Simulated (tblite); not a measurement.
Single-point calculation of Si

- system: Si (Fd-3m, 2 atoms in the cell)
- method: with the settings of its input (tblite 0.8.0)

The structure was built on a prototype by a generator. Some settings of this run were made unusual or wrong on purpose. The geometry comes from this level: r2SCAN.

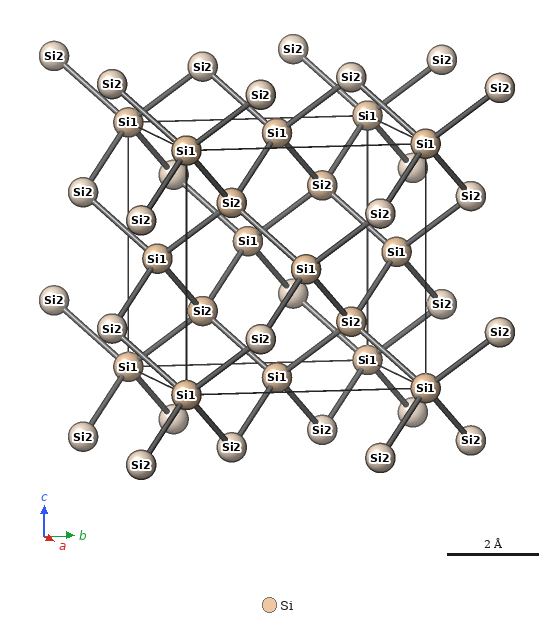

Fig. 1: The structure as given in the input (ball-and-stick view of the cell 4 times as large as that of the calculation, set on its symmetry axes, seen slightly off an axis; neighbours outside the cell are drawn fainter; atoms are numbered from 1 in the order of the input). Near neighbours in the crystal (not all of them lie inside the picture): Si has 4 Si at 2.36 Å.

### What the run reported

- outcome: converged
- space group (tolerance 0.01 Å): Fd-3m (227)
- electrons treated: 8
- total energy: −100.2151 eV
- band gap: 1.90 eV
- pressure: 13.77 GPa
- hardware: 1 thread of Arm Neoverse V1, 24 GiB of memory available, shared host
- wall time: 4.5 s
- peak memory: 0.14 GiB

### What went wrong

Some settings of this run were drawn to be unusual or wrong. It converged; results that depend on the unusual settings are not reference values.

### The input
```python
import json
from ase import Atoms
from ase.build import make_supercell
from ase.units import Bohr, GPa, Hartree
from tblite.interface import Calculator

atoms = Atoms(['Si', 'Si'],
              cell=[[0.0, 2.7221189, 2.7221189], [2.7221189, 0.0, 2.7221189], [2.7221189, 2.7221189, 0.0]],
              scaled_positions=[[0.0, 0.0, 0.0], [0.25, 0.25, 0.25]],
              pbc=True)
cluster = make_supercell(atoms, [[-2, 2, 2], [2, -2, 2], [2, 2, -2]])
calc = Calculator('GFN2-xTB', cluster.numbers, cluster.positions / Bohr, lattice=cluster.cell[:] / Bohr, periodic=cluster.pbc)
calc.set('temperature', 2.0 / Hartree)
calc.set('max-iter', 150)
res = calc.singlepoint()
levels = res.get('orbital-energies') * Hartree
nv = round(res.get('orbital-occupations').sum() / 2)
cells = len(cluster) // len(atoms)
out = {'energy_per_cell': res.get('energy') * Hartree / cells, 'homo': levels[nv - 1], 'lumo': levels[nv],
       'stress': (-res.get('virial') * Hartree / cluster.get_volume() / GPa).tolist(), 'charges': res.get('charges')[:len(atoms)].tolist(), 'electrons': 2 * nv / cells}
json.dump(out, open('results.json', 'w'))
for key, value in out.items():
    print(key, value)
```

Command:
```bash
python run.py
```

### Output
```
------------------------------------------------------------
  cycle        total energy    energy error   density error
------------------------------------------------------------
      1     -117.1734992737  -1.1791907E+02   1.9132078E-01
      2     -117.8452417561  -6.7174248E-01   6.0000277E-02
      3     -117.8502663881  -5.0246320E-03   2.4807897E-02
      4     -117.8506378519  -3.7146375E-04   1.4273286E-03
      5     -117.8503248342   3.1301763E-04   1.0800872E-03
      6     -117.8507718041  -4.4696992E-04   4.2814604E-05
      7     -117.8507718465  -4.2353591E-08   1.4779178E-05
------------------------------------------------------------

 total:                                   3.797 sec
energy_per_cell -100.21508893702106
homo -8.24878454408976
lumo -6.350158156354211
stress [[13.76674315122615, 7.494362041999926e-07, 7.494362023335637e-07], [7.494362050977334e-07, 13.766743151226159, 7.494362275921538e-07], [7.494362011171799e-07, 7.494362274102687e-07, 13.766743151226212]]
charges [9.346933222992293e-05, -6.68248592224363e-05]
electrons 8.0
```
